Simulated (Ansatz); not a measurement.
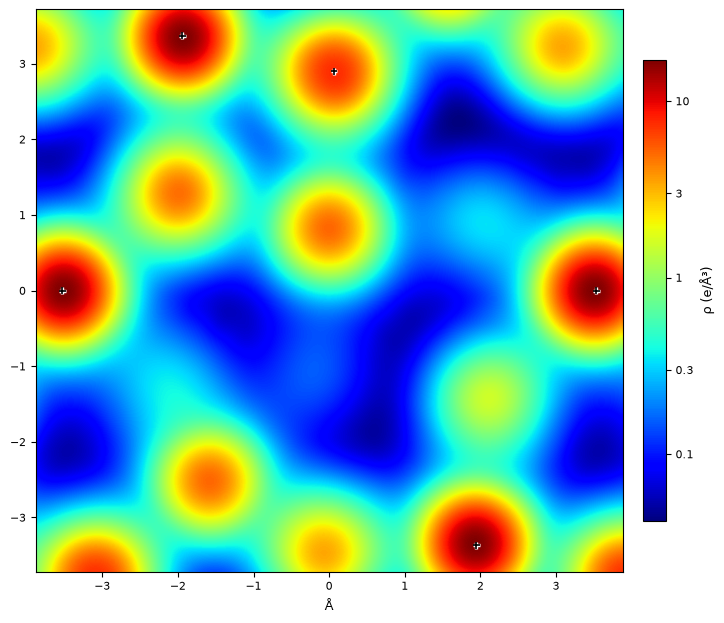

The valence charge density (pseudo) on a plane through atoms (crosses mark nuclei in the plane).

These are results of DFT r2SCAN, scalar-relativistic, plane waves, PAW in Ansatz, not measurements.

Candidates:
A. Ta, a = 4.68 Å, b = 4.68 Å, c = 4.68 Å, α = 60.00°, β = 60.00°, γ = 60.00°. Space group Im-3m; a structure from a database of computed crystals, not necessarily the ambient phase.
B. SnO2, a = 4.73 Å, b = 5.74 Å, c = 5.24 Å, α = 90.00°, β = 90.00°, γ = 90.00°. Space group Pbcn; a structure from a database of computed crystals, not necessarily the ambient phase.
C. Al2Ru, a = 4.71 Å, b = 7.98 Å, c = 8.78 Å, α = 90.00°, β = 90.00°, γ = 90.00°. Space group Fddd; a structure from a database of computed crystals, not necessarily the ambient phase; computed without spin polarisation.

**Which system is this?**

Candidate B: SnO2 on the (111) plane of the conventional cell, which holds Sn and O. Sn–O (2.06 Å): ρ is about 0.65 e/Å³ halfway.
